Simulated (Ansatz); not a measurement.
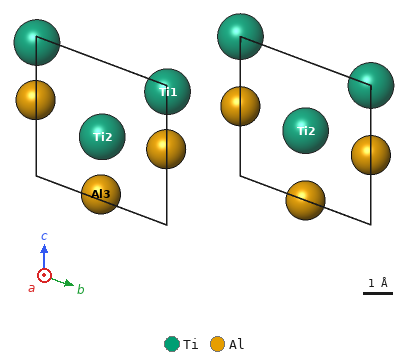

Two geometries of crystalline TiAl (set up in P1), drawn at one scale. One is the start of a relaxation, the other its converged end. Style: spheres-only. Shown: the cell of the calculation, along the a axis.

Method: Ansatz 0.2.0, DFT PBE, scalar-relativistic, plane waves, PAW. (plane-wave cutoff 420 eV; k-point mesh 12 × 8 × 8; occupations gaussian; smearing width 0.15 eV; no spin polarisation; cell and atoms relaxed; force threshold 0.01 eV/Å; at most 80 steps)

> Which of the two is the end point?

The right one is the relaxed one. Case: all Al atoms moved 0.5 Å in one direction; relaxed back. After 4 accepted moves (5 points after the start) the energy has fallen by 1.549 eV per cell of the calculation. Largest force component: 3 eV/Å at the start, under 0.0001 eV/Å at the end. The pressure goes from 9.79 to −0.07 GPa. The SCF was repeated once at an unchanged geometry on a basis and grid sized afresh for the cell, which shifted the energy by less than 0.05 meV per cell of the calculation at most. The largest moves relative to the cell, 0.25 Å, are those of Ti and Al atoms. By element the largest moves are Al 0.25 Å, Ti 0.25 Å. The drawn cell changes as follows: a 2.822 → 2.828 Å (+0.2 %), b = c 4.958 → 4.952 Å (−0.1 %), α 110.6° → 110.4°; the volume changes by +0.1 %. Some distances before and after: Al–Ti 3.351 → 2.852 Å, Al–Ti 2.355 → 2.852 Å, Al–Ti 3.171 → 2.851 Å, Al–Ti 3.139 → 2.851 Å. Within 0.06 Å the space group is Cm at the start and P4/mmm at the end; at a tighter tolerance small leftover displacements or strains of the cell lower it. The run took 9.5 min on 1 thread of Intel(R) Xeon(R) Processor @ 2.50GHz (Skylake/Cascade Lake) (shared host), peak memory 0.79 GiB.
